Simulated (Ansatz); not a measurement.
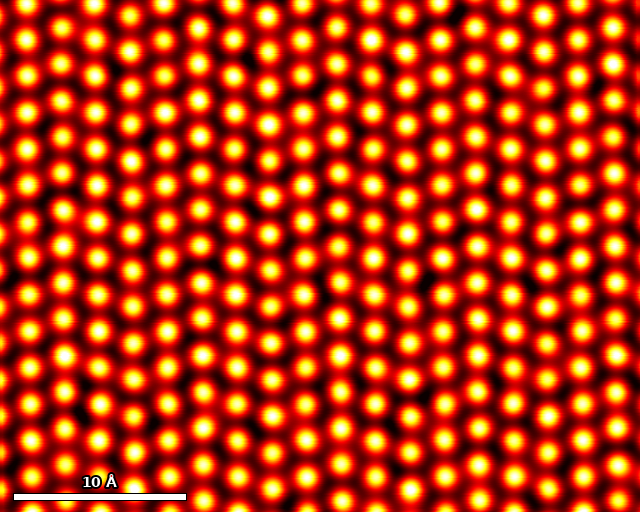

An image along [100] of one of the structures below (computed or model cells, partly hypothetical, each in its standard cell). Simulated as the projected potential of neutral atoms (B = 0.8 Å²) blurred by a 1.07 Å probe, the thin-sample limit of integrated differential phase contrast. A slight drift and the speckle of an amorphous layer were added.

A. Ni
Space group Pm-3m (No. 221). a = 2.290 Å, b = 2.290 Å, c = 2.290 Å, α = 90.00°, β = 90.00°, γ = 90.00°
```tsv
atom	site	symmetry	x	y	z
Ni	1a	m-3m	0.0000	0.0000	0.0000
```

B. Ni
Space group P6_3/mmc (No. 194). a = 2.458 Å, b = 2.458 Å, c = 8.063 Å, α = 90.00°, β = 90.00°, γ = 120.00°
```tsv
atom	site	symmetry	x	y	z
Ni	2a	-3m.	0.0000	0.0000	0.0000
Ni	2c	-6m2	0.3333	0.6667	0.2500
```

C. Ni
Space group Pm-3n (No. 223). a = 4.505 Å, b = 4.505 Å, c = 4.505 Å, α = 90.00°, β = 90.00°, γ = 90.00°
```json
{"atom": "Ni", "site": "2a", "symmetry": "m-3.", "x": "0.0000", "y": "0.0000", "z": "0.0000"}
{"atom": "Ni", "site": "6c", "symmetry": "-4m.2", "x": "0.2500", "y": "0.0000", "z": "0.5000"}
```

D. Ge
Space group P4_32_12 (No. 96). a = 5.905 Å, b = 5.905 Å, c = 6.995 Å, α = 90.00°, β = 90.00°, γ = 90.00°
```tsv
atom	site	symmetry	x	y	z
Ge	4a	..2	0.0898	0.0898	0.0000
Ge	8b	1	0.1724	0.3708	0.2597
```

Q: Which structure was imaged?

B, Ni. Along [100] the projected cells are A 2.29 × 2.29 Å, 90°; B 2.13 × 8.06 Å, 90°; C 4.51 × 4.51 Å, 90°; D 5.90 × 7.00 Å, 90°. The image repeats as B does.

Structure B: coordinates from a relaxation with DFT, r2SCAN, plane waves (500 eV) with PAW, scalar-relativistic in Ansatz 0.2.0; the starting structure was generated, so it need not be a known form of this composition.
